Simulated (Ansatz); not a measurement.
**Energy of MgO along an even scaling of the cell**

System: MgO (Fm-3m, 2 atoms in the cell).
Method: DFT, LDA, PAW with Ansatz's default frozen-core files, scalar-relativistic; harmonic phonons by finite displacements, no spin polarisation (Ansatz 0.2.0).

The 7 runs differ only in the geometry, by an even scaling of the cell at fixed fractional positions. The structure derives from an entry of the Crystallography Open Database.

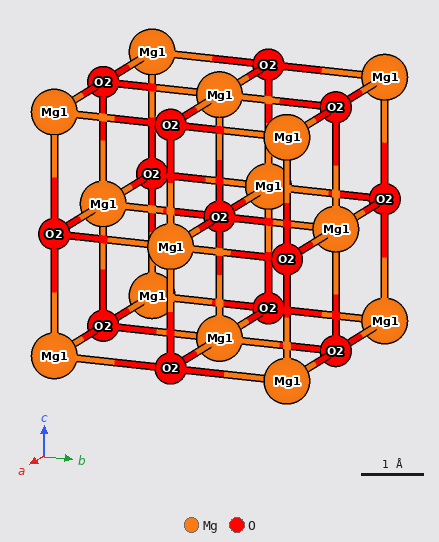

Figure 1. The structure of run 4 (ball-and-stick view of the cell 4 times as large as that of the calculation, set on its symmetry axes, seen slightly off an axis; atoms are numbered from 1 in the order of the input).

## Input of run 4
```yaml
crystal:
  lattice:
    - [2.06425711464, 2.06425711464, 0.0]
    - [-2.06425711464, 2.06425711464, 0.0]
    - [0.0, 2.06425711464, 2.06425711464]
  atoms:
    - { symbol: Mg, position: [0.0, 0.0, 0.0] }
    - { symbol: O, position: [0.5, 0.5, 0.0] }
kpoints:
  mp_grid: { grid: [10, 10, 10] }
scf:
  occupations: { method: fixed }
hamiltonian:
  xc: lda
  pseudopotentials: { kind: paw }
phonons:
  supercell: [1, 1, 1]
```

Command:
```bash
ansatz run input.yaml --threads 1 --pin off --max-ram 3072MiB --backend cpu --events-out ev --progress --plain --runs-dir out
```

Run 6 differs from it as follows:
```diff
-    - [2.06425711464, 2.06425711464, 0.0]
-    - [-2.06425711464, 2.06425711464, 0.0]
-    - [0.0, 2.06425711464, 2.06425711464]
+    - [2.07959221542, 2.07959221542, 0.0]
+    - [-2.07959221542, 2.07959221542, 0.0]
+    - [0.0, 2.07959221542, 2.07959221542]
```

## Results, with one run withheld

| run | volume per atom (Å³) | free energy per atom, from the lowest run given (meV) | gap on the mesh (eV) |
| --- | --- | --- | --- |
| 1 | 8.348 | 27.69 | 5.83 |
| 2 | 8.538 | 12.94 | 5.58 |
| 3 | 8.662 | 6.36 | 5.43 |
| 4 | 8.796 | 1.82 | 5.26 |
| 5 | 8.892 | 0.00 | 5.15 |
| 6 | 8.994 | ? | ? |
| 7 | 9.100 | 0.00 | 4.92 |

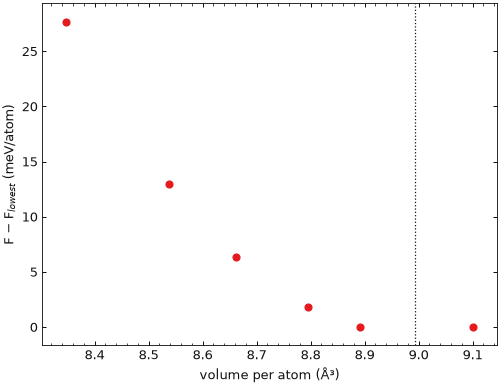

Figure 2. Free energy per atom of the runs given; the dotted line marks run 6.

What should run 6 give?

A cubic polynomial in V^(−2/3) (the Birch–Murnaghan form), fitted to the 6 runs given, misses them by at most 0.02 meV per atom. With x = V^(−2/3) − 0.23610 Å⁻², it reads F = 4.207 + 1982.9 x + 2.0408e+05 x² + 2.186e+05 x³ (meV per atom). At run 6 it gives −0.63 meV per atom, and the run itself gives −0.58. The fit has its minimum at 8.995 Å³ per atom, where V d²F/dV² gives 170 GPa: the bulk modulus at this level, since symmetry fixes the shape and the positions. The gap on the mesh goes, without turning, from 5.83 eV in run 1 to 4.92 eV in run 7; run 6 has 5.03 eV. These are gaps of this functional on this mesh, which can miss the band edges; they aren't the measured gap.

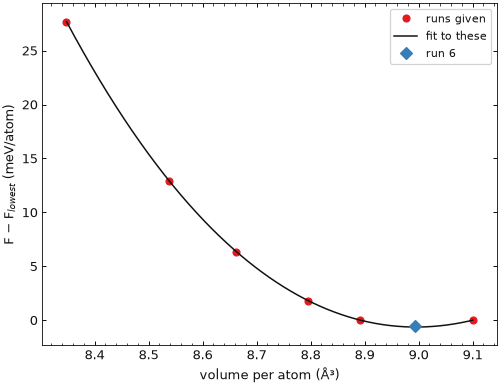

Figure 3. The fit and the withheld run.

## Output, shortened to warnings, some set-up lines, iterations and results (run 6)
```
Basis set: ecut = 420 eV, 339 PW (Γ)
Symmetry: 48 space group operations
k-points: 47 of 1000
Initial density: superposition of atomic densities (neutral atoms: chi_scale 0, normalization atom), corrected by the library's trained network
[...]
SCF iter   1: F=—  HF=-2460.083321 eV  |F-HF|=—  |Δ(HF+E_count)|=         —  Δρ=1.80e-2  dr2=4.60e-2  ethr=1.77e-3  ⟨swp⟩=4.7  Hψ=2975  notcnv=0  defer=79
SCF iter   2: F=—  HF=-2460.068449 eV  |F-HF|=—  |Δ(HF+E_count)|=   1.49e-2  Δρ=8.93e-3  dr2=7.42e-3  ethr=2.87e-4  ⟨swp⟩=2.5  Hψ=1184  notcnv=0  defer=91
SCF iter   3: F=—  HF=-2460.065730 eV  |F-HF|=—  |Δ(HF+E_count)|=   2.72e-3  Δρ=1.95e-3  dr2=3.79e-4  ethr=4.64e-5  ⟨swp⟩=2.0  Hψ=828  notcnv=0  defer=92
SCF iter   4: F=—  HF=-2460.065512 eV  |F-HF|=—  |Δ(HF+E_count)|=   2.18e-4  Δρ=4.19e-4  dr2=1.40e-5  ethr=2.37e-6  ⟨swp⟩=2.0  Hψ=962  notcnv=0  defer=86
SCF iter   5: F=—  HF=-2460.065504 eV  |F-HF|=—  |Δ(HF+E_count)|=   8.73e-6  Δρ=2.47e-5  dr2=6.60e-8  ethr=8.72e-8  ⟨swp⟩=2.0  Hψ=888  notcnv=0
[... 12 lines ...]
SCF iter   3: F=—  HF=-2460.065486 eV  |F-HF|=—  |Δ(HF+E_count)|=   1.49e-6  Δρ=9.31e-6  dr2=3.82e-9  ethr=8.48e-9  ⟨swp⟩=1.5  Hψ=1360  notcnv=0
SCF iter   4: F=—  HF=-2460.065486 eV  |F-HF|=—  |Δ(HF+E_count)|=   1.53e-9  Δρ=1.76e-6  dr2=1.29e-10  ethr=2.39e-11  ⟨swp⟩=2.3  Hψ=1748  notcnv=0
SCF iter   5: F=—  HF=-2460.065486 eV  |F-HF|=—  |Δ(HF+E_count)|=  3.87e-11  Δρ=7.58e-7  dr2=7.50e-11  ethr=1.00e-12  ⟨swp⟩=6.0  Hψ=5064  notcnv=0
SCF iter   6: F=-2460.065486 eV  HF=-2460.065486 eV  |F-HF|=0.00e0  |Δ(HF+E_count)|=  2.23e-11  Δρ=6.27e-8  dr2=2.07e-13  ethr=1.00e-12  ⟨swp⟩=4.2  Hψ=5004  notcnv=0
SCF 3 converged in 6 iterations: F = -2460.065486 eV  dr2 = 2.07e-13
SCF converged after 7 iterations
Free energy (F): -2460.065505 eV
Harris-Foulkes:  -2460.065505 eV  (|F-HF|=4.55e-13)
Internal energy: -2460.065505 eV  (E = F + TS)
E sigma→0 (E₀):  -2460.065505 eV
Fermi energy:    8.240545 eV
--- Per-component energies (eV) ---
  E_band       = -287.656204
  E_kinetic    = 255.767217
  E_local      = -1577.307441  (includes V_loc(G=0)·N_el)
  E_nonlocal   = 145.613539
  E_hartree    = 543.385237
  E_xc         = -104.028688
  E_vxc        = -134.275580  (∫ρ·V_xc dr)
  E_paw        = -417.986430  (= ΣΔE_a)
  E_vpaw       = -64.227069  (= ΣTr[D̂ρ^β])
  E_aug_tail   = 0.002646  (compensation charges beyond the density's cutoff)
  E_ewald      = -1305.758986
  E_core_change = 0.247401  (= ΣΔE_core)
  E_smearing   = -0.000000  (= −TS)
  E_closure    = 0.000000  (closes the sum)
  Σ components = -2460.065505   (vs F -2460.065505, Δ=0.00e0)
--- Forces (eV/Å), atoms counted from 1 ---
  atom   1  Mg     0.00000000     0.00000000     0.00000000
  atom   2  O      0.00000000    -0.00000000    -0.00000000
  max |Σ_I F_I| component: 6.21e-30 eV/Å
--- Phonons: 2 displaced members + reference (amplitude 0.0025 Å, Σ member SCF iterations 12) ---
  symmetry images taken by strict's conditions (phonons.symmetry_images: auto; settled by no image being taken that strict refuses); asymmetry of the core-correction force 4.8e-16 eV/Å at the most on a site, 5.3e-16 eV/Å summed over every site of the supercell
  ASR residual: 4.499e-4 → 0.000e0 eV/Å²; symmetrization residual: 2.880e-5 eV/Å²
  largest component of a force at the reference: 6.3e-30 eV/Å
  ASR residual per site (eV/Å²): 4.50e-4 2.69e-4
  Γ frequencies (cm⁻¹): 0.00 0.00 0.00 408.41 408.41 408.41
  density of states and harmonic sums: on the 25×25×29 q-mesh, interpolated from the force constants of a 1×1×1 supercell (no non-analytic term)
  largest difference from the sums on the solved wave vectors: F 3.53e-1 eV, S 6.11e-4 and C_V 2.58e-4 eV/K
  zero-point energy: 0.104168 eV/cell   skipped modes (ω ≤ 0): 3   left out of the sums: 2.76e-5 of the cell's modes: C_V's classical limit lies that fraction below 3 k_B per atom; for a crystal, a wire or a layer, F and S can be off by more, and a phonons.interpolated_qmesh denser along its …
```
